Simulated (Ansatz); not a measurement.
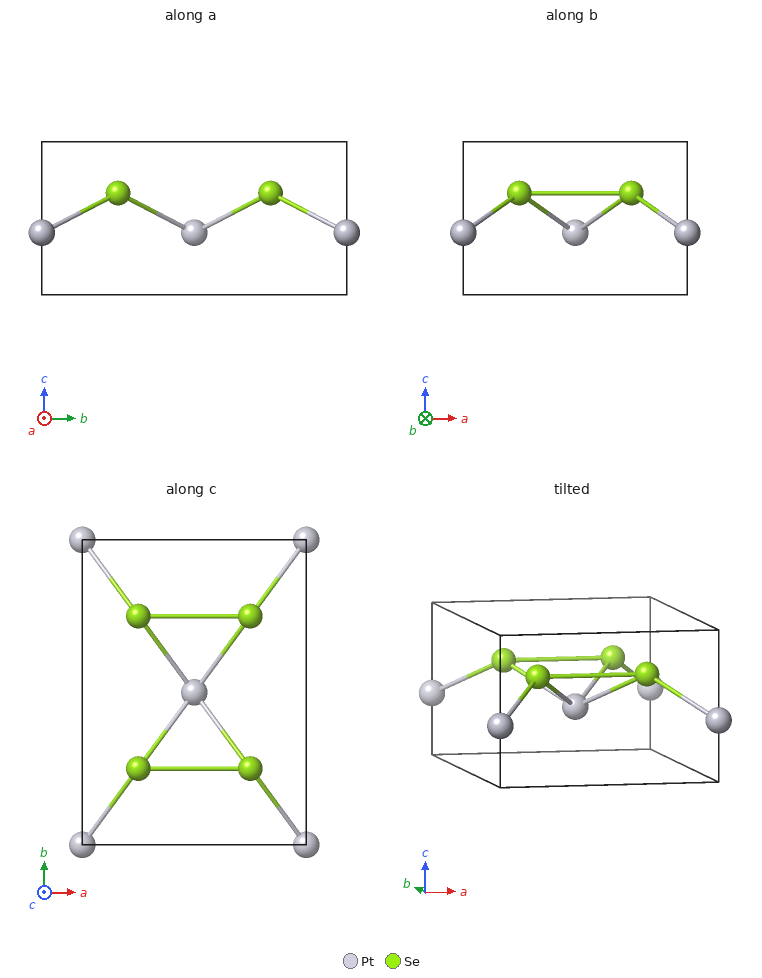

The crystal in a ball-and-stick representation, seen along the a axis, along the b axis, along the c axis and slightly off an axis. The wireframe shows the conventional unit cell.

Lattice parameters: a = 5.426 Å, b = 7.388 Å, c = 3.709 Å, α = 90.00°, β = 90.00°, γ = 90.00°.

### Reconstruct the structure as a table of Wyckoff sites, with free fractional coordinates to two decimals.

Space group Cmm2 (No. 35).
```csv
atom,site,x,y,z
Pt,2a,0.00,0.00,0.41
Se,4c,0.75,0.25,0.66
```

Starting structure: a random cell made by a generator, so it need not be a real form of the compound. Earlier steps of the study, as a rule a relaxation of our own, may have changed the cell and positions, so they can lie some per cent off the listed ones. A calculation with Ansatz used it as input.
